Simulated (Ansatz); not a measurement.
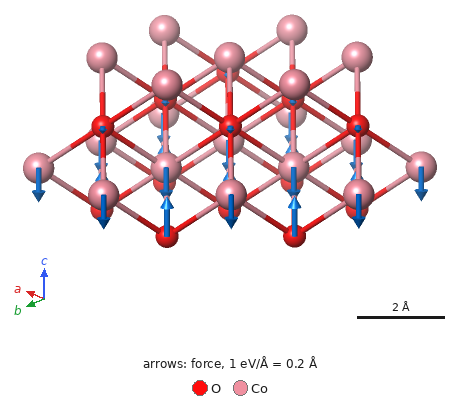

Starting geometry of a slab of composition CoO (cut from the Fm-3m phase) with the computed forces as blue arrows. The picture is a ball-and-stick view of the atoms within 5.0 Å of the atom that moves most (axes of the 2 × 3 repeat of the cell, outlined in the plane, without the vacuum), seen from a free direction.

Case: (1 1 1) slab, atoms relaxed. The slab is the (1 1 1) face of CoO.

Computed with Ansatz, DFT PBEsol, scalar-relativistic, plane waves, PAW. Set-up: plane-wave cutoff 420 eV; k-point mesh 12 × 12 × 1; occupations gaussian; smearing width 0.1 eV; collinear spin; dipole correction; atoms relaxed in a fixed cell; force threshold 0.02 eV/Å; at most 60 steps.

### What follows when this structure is relaxed?

It isn't relaxed: the largest force vector, on an O atom, is 4.78 eV/Å. The final displacements follow the starting forces only in part (cosine between the two patterns 0.81). The largest move relative to the layer's centre is that of an O atom, 0.31 Å along the normal (+c). Largest moves by element: O 0.31 Å, Co 0.09 Å. The cell doesn't change. Near-neighbour distances that change, for instance: Co–O 2.083 → 1.885 Å, Co–O 2.083 → 2.140 Å, Co–O 2.083 → 2.036 Å. Among the angles between lasting bonds that change: O–Co–O 90.0° → 102.8°, Co–O–Co 90.0° → 102.8°, O–Co–O 90.0° → 81.9°. Over 4 accepted moves (5 points after the start) the energy falls by 1.123 eV per cell of the calculation. The largest force component goes from 4.8 to 0.003 eV/Å. 1 step only repeated the SCF at the same geometry. The program noted that the starting moments weren't kept. The run may lie on a higher electronic state than the lowest, so the end point isn't shown to be the ground-state structure.
